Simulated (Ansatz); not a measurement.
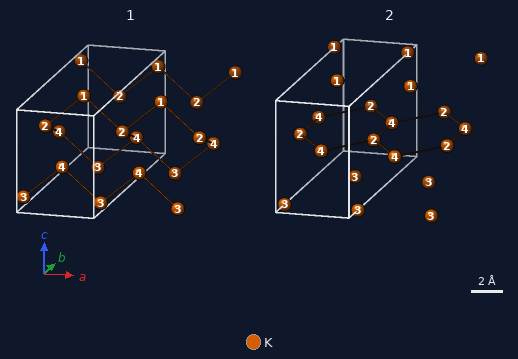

Two geometries of a crystal of K (built on the black phosphorus_64 type) (coarse preliminary run), drawn at one scale. One is the start of a relaxation, the other its converged end. Style: ball-and-stick. Shown: the conventional cell (2 times the calculation's cell), repeated 2 × 1 × 1 with one cell outlined, slightly off an axis. Lengths and directions refer to the drawn axes.

These are results of Ansatz, DFT r2SCAN, scalar-relativistic, plane waves, PAW, not measurements. (plane-wave cutoff 500 eV; k-point mesh 4 × 4 × 4; occupations gaussian; smearing width 0.1 eV; no spin polarisation; cell and atoms relaxed; force threshold 0.04 eV/Å; at most 70 steps)

Which geometry has the lower energy?

Structure 2 is the relaxed one. Case: black phosphorus type (Cmce, No. 64). The largest moves relative to the cell, 0.91 Å, are those of K1, K2, K3 and K4. K4 goes along [0 1 3]. The volume changes by −1.6 %, with a 5.343 → 5.081 Å (−4.9 %), b 16.949 → 16.091 Å (−5.1 %), c 7.070 → 7.703 Å (+8.9 %). Some distances before and after: K1–K3 5.942 → 4.531 Å, K1–K2 3.501 → 4.644 Å, K1–K2 (another image) 5.500 → 4.584 Å, K1–K3 (another image) 3.557 → 4.295 Å. New bonds form: K1–K3 (5.94 → 4.53 Å), K2–K4 (5.94 → 4.53 Å). Bonds break: K1–K2 (3.50 → 4.64 Å), K3–K4 (3.50 → 4.64 Å). The space group stays Cmce (No. 64). Over 6 accepted moves (7 points after the start) the energy falls by 1.302 eV per cell of the calculation. Largest force component: 0.55 eV/Å at the start, 0.016 eV/Å at the end. The pressure goes from 0.62 to −0.02 GPa. At 1 point the geometry stayed and the basis and grid were re-selected for the new cell (energy shift of 0.3 meV per cell of the calculation at most each time). The run took roughly 4 core-minutes on a shared host.
